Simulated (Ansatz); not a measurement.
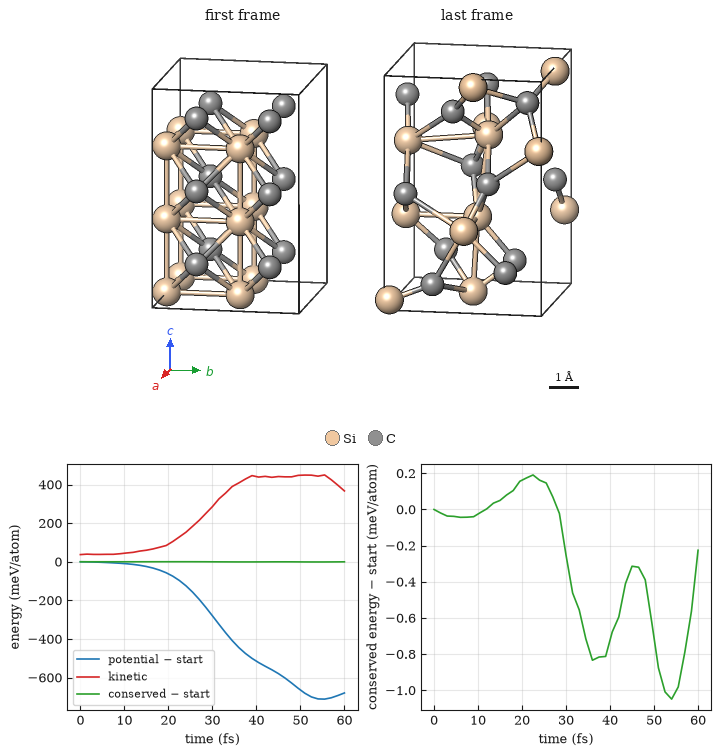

A Born-Oppenheimer molecular dynamics run of a 24-atom cell of SiC (built on the CsCl type), 60 fs long. Style: ball-and-stick. Shown: the simulation cell, slightly off an axis. Bonds to atoms that aren't drawn are left out.

Level of theory: DFT, r2SCAN, plane waves, PAW in Ansatz. Set-up: plane-wave cutoff 500 eV; k-point mesh 4 × 4 × 2; Fermi-Dirac smearing 0.026 eV; Langevin thermostat and barostat (NPT); set temperature 300 K; time step 1.5 fs.

Input
```yaml
crystal:
  lattice:
    - [5.240245732, 0.0, 0.0]
    - [0.0, 5.240245732, 0.0]
    - [0.0, 0.0, 7.860368598]
  atoms:
    - { symbol: Si, position: [0.0, 0.0, 0.0] }
    - { symbol: C, position: [0.25, 0.25, 0.1666666667] }
    - { symbol: Si, position: [0.0, 0.0, 0.3333333333] }
    - { symbol: C, position: [0.25, 0.25, 0.5] }
    - { symbol: Si, position: [0.0, 0.0, 0.6666666667] }
    - { symbol: C, position: [0.25, 0.25, 0.8333333333] }
    - { symbol: Si, position: [0.0, 0.5, 0.0] }
    - { symbol: C, position: [0.25, 0.75, 0.1666666667] }
    - { symbol: Si, position: [0.0, 0.5, 0.3333333333] }
    - { symbol: C, position: [0.25, 0.75, 0.5] }
    - { symbol: Si, position: [0.0, 0.5, 0.6666666667] }
    - { symbol: C, position: [0.25, 0.75, 0.8333333333] }
    - { symbol: Si, position: [0.5, 0.0, 0.0] }
    - { symbol: C, position: [0.75, 0.25, 0.1666666667] }
    - { symbol: Si, position: [0.5, 0.0, 0.3333333333] }
    - { symbol: C, position: [0.75, 0.25, 0.5] }
    - { symbol: Si, position: [0.5, 0.0, 0.6666666667] }
    - { symbol: C, position: [0.75, 0.25, 0.8333333333] }
    - { symbol: Si, position: [0.5, 0.5, 0.0] }
    - { symbol: C, position: [0.75, 0.75, 0.1666666667] }
    - { symbol: Si, position: [0.5, 0.5, 0.3333333333] }
    - { symbol: C, position: [0.75, 0.75, 0.5] }
    - { symbol: Si, position: [0.5, 0.5, 0.6666666667] }
    - { symbol: C, position: [0.75, 0.75, 0.8333333333] }
kpoints:
  mp_grid: { grid: [4, 4, 2] }
hamiltonian:
  xc: r2scan
scf:
  occupations: { method: fermi_dirac, width: 0.026 }
md:
  ensemble: npt_langevin
  temperature: 300
  timestep: 1.5
  n_steps: 40
  initial_velocities: maxwell_boltzmann
  seed: 3343
```

Launched with:
```bash
ansatz run input.yaml --threads 4 --pin off --max-ram 3686MiB --backend cpu --events-out ev --progress --plain --runs-dir out
```

> How well is the energy conserved, and can the run be trusted?

The conserved quantity stays between −1 and 0.19 meV per atom of its start. A straight-line fit has a slope that amounts to −0.99 meV per atom over 60 fs (0.4 % of the mean kinetic energy), and the ripple about it is 0.1 % of the kinetic energy's fluctuation. With a drift under 2 % and a ripple under 7 %, the integration is accurate. Over the second half the temperature averages 3208 K (spread ±346 K). That is above the set 300 K, because the structure releases potential energy faster than the thermostat removes it. The potential energy is still drifting at the end, so the run hasn't reached equilibrium. The potential energy in the second half lies on average 560 meV per atom below the first frame. The mean pressure there is 9.4 GPa. The volume ends +22.5 % from the start.

Limits of the set-up: the k-point mesh is coarse for a cell with partly filled bands.
